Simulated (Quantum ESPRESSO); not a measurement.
**Band-structure run, with input and output: Br (part 1 of 3)**

- system: Br (4 atoms in the cell)
- method: Kohn-Sham DFT of a periodic cell, r2SCAN, SG15 PBE 1.2, no spin polarisation (Quantum ESPRESSO 7.5)

The structure derives from an entry of the Crystallography Open Database.

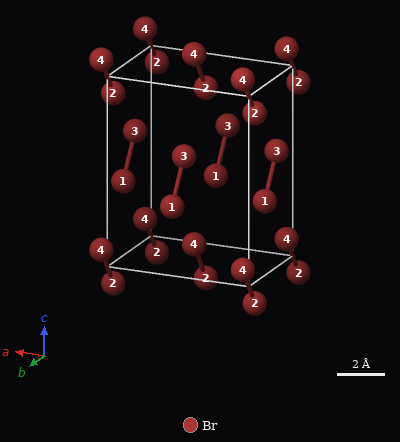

Fig. 1: The structure (ball-and-stick view of the cell 2 times as large as that of the calculation, set on its symmetry axes, seen at an oblique angle; atoms are numbered from 1 in the order of the input). An atom can appear more than once, as a periodic image.

Results in brief

| quantity | value |
| --- | --- |
| outcome | converged |
| space group (tolerance 0.01 Å) | Cmce (64) |
| electrons treated | 28 |
| free energy | −1468.9486 eV |
| Fermi energy | 2.280 eV |
| gap on the k-point mesh | 2.17 eV |
| gap on the band path | 2.11 eV |
| pressure | 1.03 GPa |
| largest force (length of the vector) | 0.816 eV/Å |
| hardware | 2 threads of Intel Xeon (Granite Rapids), 192 GiB of memory available, shared host |
| wall time | 5.2 min (CPU time 10 min) |
| peak memory | 0.32 GiB |

Remarks

Further notes kept with the run: potentials made for another functional. Notes on the run: eigenvalues not converged. Points of doubt noted for this run: potentials made for another functional.

Input file
```
&CONTROL
  calculation = 'scf'
  prefix = 'pwscf'
  outdir = './tmp'
  pseudo_dir = './pseudo'
  tprnfor = .true.
  tstress = .true.
  disk_io = 'low'
/
&SYSTEM
  ibrav = 0
  celldm(1) = 8
  nat = 4
  ntyp = 1
  ecutwfc = 46
  nbnd = 21
  input_dft = 'r2scan'
  occupations = 'smearing'
  smearing = 'fd'
  degauss = 0.00367493
  nosym = .true.
/
&ELECTRONS
  conv_thr = 1d-08
  electron_maxstep = 120
  mixing_beta = 0.5
/
ATOMIC_SPECIES
Br    79.9040 Br_ONCV_PBE-1.2.upf
CELL_PARAMETERS alat
  0.7944526735810  -0.5486229263437   0.0000000000000
  0.7944526735810   0.5486229263437   0.0000000000000
  0.0000000000000   0.0000000000000   2.0556204567914
ATOMIC_POSITIONS crystal
Br     0.3651000000    0.6349000000    0.3901000000
Br     0.1349000000    0.8651000000    0.8901000000
Br     0.6349000000    0.3651000000    0.6099000000
Br     0.8651000000    0.1349000000    0.1099000000
K_POINTS automatic
7 7 3 0 0 0
```

File bands.in
```
&CONTROL
  calculation = 'bands'
  prefix = 'pwscf'
  outdir = './tmp'
  pseudo_dir = './pseudo'
  disk_io = 'low'
  verbosity = 'high'
/
&SYSTEM
  ibrav = 0
  celldm(1) = 8
  nat = 4
  ntyp = 1
  ecutwfc = 46
  nbnd = 21
  input_dft = 'r2scan'
  occupations = 'smearing'
  smearing = 'fd'
  degauss = 0.00367493
  nosym = .true.
/
&ELECTRONS
  conv_thr = 1d-08
  electron_maxstep = 120
  mixing_beta = 0.5
  diago_full_acc = .true.
  startingwfc = 'random'
/
ATOMIC_SPECIES
Br    79.9040 Br_ONCV_PBE-1.2.upf
CELL_PARAMETERS alat
  0.7944526735810  -0.5486229263437   0.0000000000000
  0.7944526735810   0.5486229263437   0.0000000000000
  0.0000000000000   0.0000000000000   2.0556204567914
ATOMIC_POSITIONS crystal
Br     0.3651000000    0.6349000000    0.3901000000
Br     0.1349000000    0.8651000000    0.8901000000
Br     0.6349000000    0.3651000000    0.6099000000
Br     0.8651000000    0.1349000000    0.1099000000
K_POINTS crystal
60
 0.0000000000  0.0000000000  0.0000000000 1
 0.0527458215 -0.0527458215  0.0000000000 1
 0.1054916430 -0.1054916430  0.0000000000 1
 0.1582374645 -0.1582374645  0.0000000000 1
 0.2109832860 -0.2109832860  0.0000000000 1
 0.2637291075 -0.2637291075  0.0000000000 1
 0.3164749290 -0.3164749290  0.0000000000 1
 0.3692207505 -0.3692207505  0.0000000000 1
 0.2769155629 -0.4019155629  0.0000000000 1
 0.1846103753 -0.4346103753  0.0000000000 1
 0.0923051876 -0.4673051876  0.0000000000 1
 0.0000000000 -0.5000000000  0.0000000000 1
 0.0000000000 -0.5000000000 -0.2500000000 1
 0.0000000000 -0.5000000000 -0.5000000000 1
 0.0923051876 -0.4673051876 -0.5000000000 1
 0.1846103753 -0.4346103753 -0.5000000000 1
 0.2769155629 -0.4019155629 -0.5000000000 1
 0.3692207505 -0.3692207505 -0.5000000000 1
 0.3230681567 -0.3230681567 -0.5000000000 1
 0.2769155629 -0.2769155629 -0.5000000000 1
 0.2307629691 -0.2307629691 -0.5000000000 1
 0.1846103753 -0.1846103753 -0.5000000000 1
 0.1384577814 -0.1384577814 -0.5000000000 1
 0.0923051876 -0.0923051876 -0.5000000000 1
 0.0461525938 -0.0461525938 -0.5000000000 1
 0.0000000000  0.0000000000 -0.5000000000 1
 0.0000000000  0.0000000000 -0.2500000000 1
 0.0000000000  0.0000000000  0.0000000000 1
-0.0625000000 -0.0625000000  0.0000000000 1
-0.1250000000 -0.1250000000  0.0000000000 1
-0.1875000000 -0.1875000000  0.0000000000 1
-0.2500000000 -0.2500000000  0.0000000000 1
-0.3125000000 -0.3125000000  0.0000000000 1
-0.3750000000 -0.3750000000  0.0000000000 1
-0.4375000000 -0.4375000000  0.0000000000 1
-0.5000000000 -0.5000000000  0.0000000000 1
-0.4564069168 -0.5435930832  0.0000000000 1
-0.4128138337 -0.5871861663  0.0000000000 1
-0.3692207505 -0.6307792495  0.0000000000 1
-0.3692207505 -0.6307792495 -0.1666666667 1
-0.3692207505 -0.6307792495 -0.3333333333 1
-0.3692207505 -0.6307792495 -0.5000000000 1
-0.4128138337 -0.5871861663 -0.5000000000 1
-0.4564069168 -0.5435930832 -0.5000000000 1
-0.5000000000 -0.5000000000 -0.5000000000 1
-0.5000000000 -0.5000000000 -0.3333333333 1
-0.5000000000 -0.5000000000 -0.1666666667 1
-0.5000000000 -0.5000000000  0.0000000000 1
 0.0000000000  0.0000000000 -0.5000000000 1
-0.0454545455 -0.0454545455 -0.5000000000 1
-0.0909090909 -0.0909090909 -0.5000000000 1
-0.1363636364 -0.1363636364 -0.5000000000 1
-0.1818181818 -0.1818181818 -0.5000000000 1
-0.2272727273 -0.2272727273 -0.5000000000 1
-0.2727272727 -0.2727272727 -0.5000000000 1
-0.3181818182 -0.3181818182 -0.5000000000 1
-0.3636363636 -0.3636363636 -0.5000000000 1
-0.4090909091 -0.4090909091 -0.5000000000 1
-0.4545454545 -0.4545454545 -0.5000000000 1
-0.5000000000 -0.5000000000 -0.5000000000 1
```

Command:
```bash
OMP_NUM_THREADS=1 mpirun -n 2 pw.x -nk 2 -in pw.in > pw.out
OMP_NUM_THREADS=1 mpirun -n 2 pw.x -nk 2 -in bands.in > bands.out
```

The program's output
```
This program is part of the open-source Quantum ESPRESSO suite
     for quantum simulation of materials; please cite
         "P. Giannozzi et al., J. Phys.:Condens. Matter 21 395502 (2009);
         "P. Giannozzi et al., J. Phys.:Condens. Matter 29 465901 (2017);
         "P. Giannozzi et al., J. Chem. Phys. 152 154105 (2020);
          URL
     in publications or presentations arising from this work. More details at

     IMPORTANT: XC functional enforced from input :
     Exchange-correlation= R2SCAN
                           (   0   0   0   0   0 497 498)
     Any further DFT definition will be discarded
     Please, verify this is what you really want

     K-points division:     npool     =       2
     Subspace diagonalization in iterative solution of the eigenvalue problem:
     a serial algorithm will be used

     G-vector sticks info
     --------------------
     sticks:   dense  smooth     PW     G-vecs:    dense   smooth      PW
     Sum         817     817    245                38711    38711    6287

     Using Slab Decomposition

     bravais-lattice index     =            0
     lattice parameter (alat)  =       8.0000  a.u.
     unit-cell volume          =     917.4552 (a.u.)^3
     number of atoms/cell      =            4
     number of atomic types    =            1
     number of electrons       =        28.00
     number of Kohn-Sham states=           21
     kinetic-energy cutoff     =      46.0000  Ry
     charge density cutoff     =     184.0000  Ry
     scf convergence threshold =      1.0E-08
     mixing beta               =       0.5000
     number of iterations used =            8  plain     mixing
     Exchange-correlation= R2SCAN
                           (   0   0   0   0   0 497 498)

     celldm(1)=   8.000000  celldm(2)=   0.000000  celldm(3)=   0.000000
     celldm(4)=   0.000000  celldm(5)=   0.000000  celldm(6)=   0.000000

     crystal axes: (cart. coord. in units of alat)
               a(1) = (   0.794453  -0.548623   0.000000 )
               a(2) = (   0.794453   0.548623   0.000000 )
               a(3) = (   0.000000   0.000000   2.055620 )

     reciprocal axes: (cart. coord. in units 2 pi/alat)
               b(1) = (  0.629364 -0.911373  0.000000 )
               b(2) = (  0.629364  0.911373 -0.000000 )
               b(3) = ( -0.000000  0.000000  0.486471 )

     PseudoPot. # 1 for Br read from file:
     Br_ONCV_PBE-1.2.upf
     Pseudo is Norm-conserving, Zval =  7.0
     Generated using ONCVPSP code by D. R. Hamann
     Using radial grid of  602 points,  6 beta functions with:
                l(1) =   0
                l(2) =   0
                l(3) =   1
                l(4) =   1
                l(5) =   2
                l(6) =   2

     atomic species   valence    mass     pseudopotential
     Br                7.00    79.90400     Br( 1.00)

     No symmetry found

   Cartesian axes

     site n.     atom                  positions (alat units)
         1        Br     tau(   1) = (   0.7944527   0.1480185   0.8018975  )
         2        Br     tau(   2) = (   0.7944527   0.4006045   1.8297078  )
         3        Br     tau(   3) = (   0.7944527  -0.1480185   1.2537229  )
         4        Br     tau(   4) = (   0.7944527  -0.4006045   0.2259127  )

     number of k points=    74  Fermi-Dirac smearing, width (Ry)=  0.0037
                       cart. coord. in units 2pi/alat
        k(    1) = (   0.0000000   0.0000000   0.0000000), wk =   0.0136054
        k(    2) = (   0.0000000   0.0000000   0.1621570), wk =   0.0272109
        k(    3) = (   0.0899092   0.1301961   0.0000000), wk =   0.0272109
        k(    4) = (   0.0899092   0.1301961   0.1621570), wk =   0.0272109
        k(    5) = (   0.0899092   0.1301961  -0.1621570), wk =   0.0272109
        k(    6) = (   0.1798183   0.2603922   0.0000000), wk =   0.0272109
        k(    7) = (   0.1798183   0.2603922   0.1621570), wk =   0.0272109
        k(    8) = (   0.1798183   0.2603922  -0.1621570), wk =   0.0272109
        k(    9) = (   0.2697275   0.3905883   0.0000000), wk =   0.0272109
        k(   10) = (   0.2697275   0.3905883   0.1621570), wk =   0.0272109
        k(   11) = (   0.2697275   0.3905883  -0.1621570), wk =   0.0272109
        k(   12) = (   0.0899092  -0.1301961   0.0000000), wk =   0.0272109
        k(   13) = (   0.0899092  -0.1301961   0.1621570), wk =   0.0272109
        k(   14) = (   0.0899092  -0.1301961  -0.1621570), wk =   0.0272109
        k(   15) = (   0.1798183  -0.0000000   0.0000000), wk =   0.0272109
        k(   16) = (   0.1798183  -0.0000000   0.1621570), wk =   0.0272109
        k(   17) = (   0.1798183  -0.0000000  -0.1621570), wk =   0.0272109
        k(   18) = (   0.2697275   0.1301961   0.0000000), wk =   0.0272109
        k(   19) = (   0.2697275   0.1301961   0.1621570), wk =   0.0272109
        k(   20) = (   0.2697275   0.1301961  -0.1621570), wk =   0.0272109
        k(   21) = (   0.3596366   0.2603922   0.0000000), wk =   0.0272109
        k(   22) = (   0.3596366   0.2603922   0.1621570), wk =   0.0272109
        k(   23) = (   0.3596366   0.2603922  -0.1621570), wk =   0.0272109
        k(   24) = (  -0.1798183  -0.5207844   0.0000000), wk =   0.0272109
        k(   25) = (  -0.1798183  -0.5207844   0.1621570), wk =   0.0272109
        k(   26) = (  -0.1798183  -0.5207844  -0.1621570), wk =   0.0272109
        k(   27) = (  -0.0899092  -0.3905883   0.0000000), wk =   0.0272109
        k(   28) = (  -0.0899092  -0.3905883   0.1621570), wk =   0.0272109
        k(   29) = (  -0.0899092  -0.3905883  -0.1621570), wk =   0.0272109
        k(   30) = (  -0.0000000  -0.2603922   0.0000000), wk =   0.0272109
        k(   31) = (  -0.0000000  -0.2603922   0.1621570), wk =   0.0272109
        k(   32) = (  -0.0000000  -0.2603922  -0.1621570), wk =   0.0272109
        k(   33) = (   0.1798183  -0.2603922   0.0000000), wk =   0.0272109
        k(   34) = (   0.1798183  -0.2603922   0.1621570), wk =   0.0272109
        k(   35) = (   0.1798183  -0.2603922  -0.1621570), wk =   0.0272109
        k(   36) = (   0.2697275  -0.1301961   0.0000000), wk =   0.0272109
        k(   37) = (   0.2697275  -0.1301961   0.1621570), wk =   0.0272109
        k(   38) = (   0.2697275  -0.1301961  -0.1621570), wk =   0.0272109
        k(   39) = (   0.3596366  -0.0000000   0.0000000), wk =   0.0272109
        k(   40) = (   0.3596366  -0.0000000   0.1621570), wk =   0.0272109
        k(   41) = (   0.3596366  -0.0000000  -0.1621570), wk =   0.0272109
        k(   42) = (   0.4495458   0.1301961   0.0000000), wk =   0.0272109
        k(   43) = (   0.4495458   0.1301961   0.1621570), wk =   0.0272109
        k(   44) = (   0.4495458   0.1301961  -0.1621570), wk =   0.0272109
        k(   45) = (  -0.0899092  -0.6509806   0.0000000), wk =   0.0272109
        k(   46) = (  -0.0899092  -0.6509806   0.1621570), wk =   0.0272109
        k(   47) = (  -0.0899092  -0.6509806  -0.1621570), wk =   0.0272109
        k(   48) = (  -0.0000000  -0.5207844   0.0000000), wk =   0.0272109
        k(   49) = (  -0.0000000  -0.5207844   0.1621570), wk =   0.0272109
        k(   50) = (  -0.0000000  -0.5207844  -0.1621570), wk =   0.0272109
        k(   51) = (   0.0899092  -0.3905883   0.0000000), wk =   0.0272109
        k(   52) = (   0.0899092  -0.3905883   0.1621570), wk =   0.0272109
        k(   53) = (   0.0899092  -0.3905883  -0.1621570), wk =   0.0272109
        k(   54) = (   0.2697275  -0.3905883   0.0000000), wk =   0.0272109
        k(   55) = (   0.2697275  -0.3905883   0.1621570), wk =   0.0272109
        k(   56) = (   0.2697275  -0.3905883  -0.1621570), wk =   0.0272109
        k(   57) = (   0.3596366  -0.2603922   0.0000000), wk =   0.0272109
        k(   58) = (   0.3596366  -0.2603922   0.1621570), wk =   0.0272109
        k(   59) = (   0.3596366  -0.2603922  -0.1621570), wk =   0.0272109
        k(   60) = (   0.4495458  -0.1301961   0.0000000), wk =   0.0272109
        k(   61) = (   0.4495458  -0.1301961   0.1621570), wk =   0.0272109
        k(   62) = (   0.4495458  -0.1301961  -0.1621570), wk =   0.0272109
        k(   63) = (   0.5394550  -0.0000000   0.0000000), wk =   0.0272109
        k(   64) = (   0.5394550  -0.0000000   0.1621570), wk =   0.0272109
        k(   65) = (   0.5394550  -0.0000000  -0.1621570), wk =   0.0272109
        k(   66) = (  -0.0000000  -0.7811767   0.0000000), wk =   0.0272109
        k(   67) = (  -0.0000000  -0.7811767   0.1621570), wk =   0.0272109
        k(   68) = (  -0.0000000  -0.7811767  -0.1621570), wk =   0.0272109
        k(   69) = (   0.0899092  -0.6509806   0.0000000), wk =   0.0272109
        k(   70) = (   0.0899092  -0.6509806   0.1621570), wk =   0.0272109
        k(   71) = (   0.0899092  -0.6509806  -0.1621570), wk =   0.0272109
        k(   72) = (   0.1798183  -0.5207844   0.0000000), wk =   0.0272109
        k(   73) = (   0.1798183  -0.5207844   0.1621570), wk =   0.0272109
        k(   74) = (   0.1798183  -0.5207844  -0.1621570), wk =   0.0272109

     Dense  grid:    38711 G-vectors     FFT dimensions: (  36,  36,  72)

     WARNING: libxc functional with ID  497 depends
      on external parameters: check the user_guide of
      QE if you need to modify them or to check their
      default values.

     WARNING: libxc functional with ID  498 depends
      on external parameters: check the user_guide of
      QE if you need to modify them or to check their
      default values.

     Initial potential from superposition of free atoms

     starting charge      27.9606, renormalised to      28.0000
     Starting wfcs are random

     Self-consistent Calculation

     iteration #  1     ecut=    46.00 Ry     beta= 0.50
     Davidson diagonalization with overlap
     ethr =  1.00E-02,  avg # of iterations = 11.5

     total energy              =    -107.83935669 Ry
     estimated scf accuracy    <       0.61893816 Ry

     iteration #  2     ecut=    46.00 Ry     beta= 0.50
     Davidson diagonalization with overlap
     ethr =  2.21E-03,  avg # of iterations =  2.0

     total energy              =    -107.93506452 Ry
     estimated scf accuracy    <       0.15214641 Ry

     iteration #  3     ecut=    46.00 Ry     beta= 0.50
     Davidson diagonalization with overlap
     ethr =  5.43E-04,  avg # of iterations =  2.6

     total energy              =    -107.95441598 Ry
     estimated scf accuracy    <       0.00347337 Ry

     iteration #  4     ecut=    46.00 Ry     beta= 0.50
     Davidson diagonalization with overlap
     c_bands:  1 eigenvalues not converged
     c_bands:  1 eigenvalues not converged
     c_bands:  1 eigenvalues not converged
     c_bands:  1 eigenvalues not converged
     c_bands:  2 eigenvalues not converged
     c_bands:  1 eigenvalues not converged
     c_bands:  1 eigenvalues not converged
     c_bands:  1 eigenvalues not converged
     c_bands:  1 eigenvalues not converged
     c_bands:  1 eigenvalues not converged
     c_bands:  1 eigenvalues not converged
     c_bands:  2 eigenvalues not converged
     c_bands:  1 eigenvalues not converged
     c_bands:  1 eigenvalues not converged
     c_bands:  1 eigenvalues not converged
     c_bands:  1 eigenvalues not converged
     c_bands:  2 eigenvalues not converged
     c_bands:  1 eigenvalues not converged
     c_bands:  1 eigenvalues not converged
     ethr =  1.24E-05,  avg # of iterations = 18.2

     total energy              =    -107.96475837 Ry
     estimated scf accuracy    <       0.00135152 Ry

     iteration #  5     ecut=    46.00 Ry     beta= 0.50
     Davidson diagonalization with overlap
     c_bands:  1 eigenvalues not converged
     ethr =  4.83E-06,  avg # of iterations =  4.7

     total energy              =    -107.96557310 Ry
     estimated scf accuracy    <       0.00164515 Ry

     iteration #  6     ecut=    46.00 Ry     beta= 0.50
     Davidson diagonalization with overlap
     ethr =  4.83E-06,  avg # of iterations =  2.0

     total energy              =    -107.96563540 Ry
     estimated scf accuracy    <       0.00020787 Ry

     iteration #  7     ecut=    46.00 Ry     beta= 0.50
     Davidson diagonalization with overlap
     ethr =  7.42E-07,  avg # of iterations =  2.5

     total energy              =    -107.96569173 Ry
     estimated scf accuracy    <       0.00005354 Ry

     iteration #  8     ecut=    46.00 Ry     beta= 0.50
     Davidson diagonalization with overlap
     ethr =  1.91E-07,  avg # of iterations =  4.0

     total energy              =    -107.96572255 Ry
     estimated scf accuracy    <       0.00002435 Ry

     iteration #  9     ecut=    46.00 Ry     beta= 0.50
     Davidson diagonalization with overlap
     ethr =  8.70E-08,  avg # of iterations =  1.4

     total energy              =    -107.96572655 Ry
     estimated scf accuracy    <       0.00000393 Ry

     iteration # 10     ecut=    46.00 Ry     beta= 0.50
     Davidson diagonalization with overlap
     ethr =  1.40E-08,  avg # of iterations =  4.0

     total energy              =    -107.96572821 Ry
     estimated scf accuracy    <       0.00000078 Ry

     iteration # 11     ecut=    46.00 Ry     beta= 0.50
     Davidson diagonalization with overlap
     ethr =  2.79E-09,  avg # of iterations =  3.6

     total energy              =    -107.96572856 Ry
     estimated scf accuracy    <       0.00000023 Ry

     iteration # 12     ecut=    46.00 Ry     beta= 0.50
     Davidson diagonalization with overlap
     ethr =  8.37E-10,  avg # of iterations =  4.0

     total energy              =    -107.96572864 Ry
     estimated scf accuracy    <       0.00000001 Ry

     iteration # 13     ecut=    46.00 Ry     beta= 0.50
     Davidson diagonalization with overlap
     ethr =  5.22E-11,  avg # of iterations =  4.5

     total energy              =    -107.96572865 Ry
     estimated scf accuracy    <       0.00000001 Ry

     iteration # 14     ecut=    46.00 Ry     beta= 0.50
     Davidson diagonalization with overlap
     ethr =  4.99E-11,  avg # of iterations =  3.1

     End of self-consistent calculation

          k = 0.0000 0.0000 0.0000 (  4863 PWs)   bands (ev):

   -15.4672 -15.1422 -12.4951 -11.8052  -3.8707  -2.8477  -1.0486  -1.0368
    -0.5753  -0.5359   0.2386   0.8275   1.1002   1.1413   3.3321   4.0906
     7.6945   8.3693   9.0681  10.7788  10.8270

          k = 0.0000 0.0000 0.1622 (  4846 PWs)   bands (ev):

   -15.3959 -15.2349 -12.3164 -11.9734  -3.6607  -3.1719  -0.9065  -0.8287
    -0.5655  -0.5458   0.2368   0.5773   1.1103   1.1308   3.4142   3.7831
     8.1114   8.4980   9.5631  10.4448  10.7452

          k = 0.0899 0.1302 0.0000 (  4853 PWs)   bands (ev):

   -15.4244 -15.1285 -12.4622 -11.8434  -3.8714  -2.9396  -1.3016  -1.2122
    -0.7077  -0.6802   0.4443   0.9122   1.0297   1.0755   3.3376   4.0425
     8.1623   8.6670   9.4863  10.5745  10.7059

          k = 0.0899 0.1302 0.1622 (  4843 PWs)   bands (ev):

   -15.3587 -15.2119 -12.3022 -11.9943  -3.6774  -3.2260  -1.2438  -1.0353
    -0.6809  -0.6745   0.3846   0.7133   1.0492   1.0713   3.4965   3.8550
     8.3644   8.7431   9.8970  10.3773  10.9162

          k = 0.0899 0.1302-0.1622 (  4843 PWs)   bands (ev):
```
